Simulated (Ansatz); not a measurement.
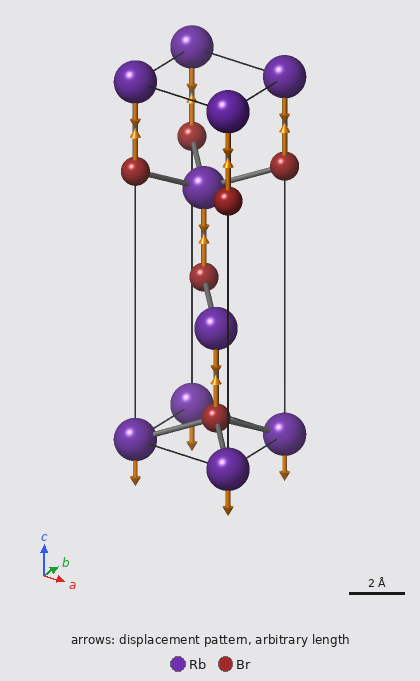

The lowest optical mode of solid RbBr (a generated structure), space group R3m (No. 160), at the zone centre. The orange arrows give the relative displacements of the atoms. The picture is a ball-and-stick view of the conventional cell (3 times the calculation's cell), seen slightly off an axis. Lengths and directions refer to the drawn axes.

All numbers below come from DFT PBE, scalar-relativistic, plane waves, PAW in Ansatz. (plane-wave cutoff 420 eV; k-point mesh 6 × 6 × 6; occupations fixed; no spin polarisation)

Frequencies are those without the non-analytic (LO–TO) term.

Is this crystal at a minimum with respect to the drawn distortion?

Answer. Yes: this softest mode has a real frequency, and so have all others here. That speaks for this wave vector alone: the rest of the zone wasn't checked in this run. This is a triply degenerate mode (one member of the set is drawn) at 86 cm⁻¹, the only optical level. The Br sublattice moves against the Rb sublattice, along c; it stretches the shortest Br–Rb bonds (3.37 Å); the kinetic energy is shared as Br 52 %, Rb 48 %.
